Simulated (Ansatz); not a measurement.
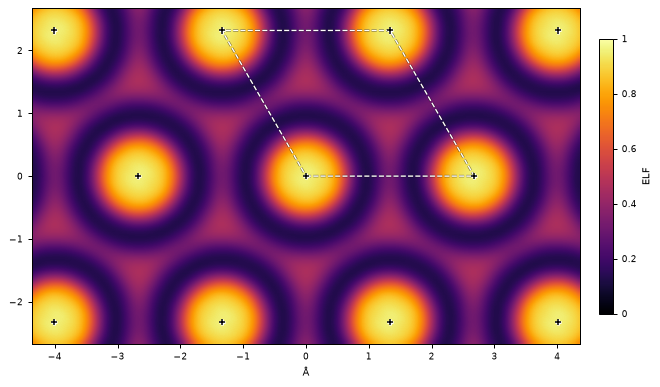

The electron localisation function on a plane through atoms (crosses mark nuclei in the plane).

Theory: DFT PBE+D3(BJ), scalar-relativistic, plane waves, PAW in Ansatz.

Candidates:
A. Al, a = 2.81 Å, b = 2.81 Å, c = 9.24 Å, α = 90.00°, β = 90.00°, γ = 120.00°. Space group P6₃/mmc; a structure from a database of computed crystals, not necessarily the ambient phase.
B. Cr, a = 2.68 Å, b = 2.68 Å, c = 7.47 Å, α = 90.00°, β = 90.00°, γ = 120.00°. Space group P6₃/mmc; a structure from a database of computed crystals, not necessarily the ambient phase; computed without spin polarisation.

Which system is this?

Candidate B: Cr on the (001) plane of the conventional cell, which holds Cr. Cr–Cr (2.68 Å): the ELF is about 0.30 at the midpoint.
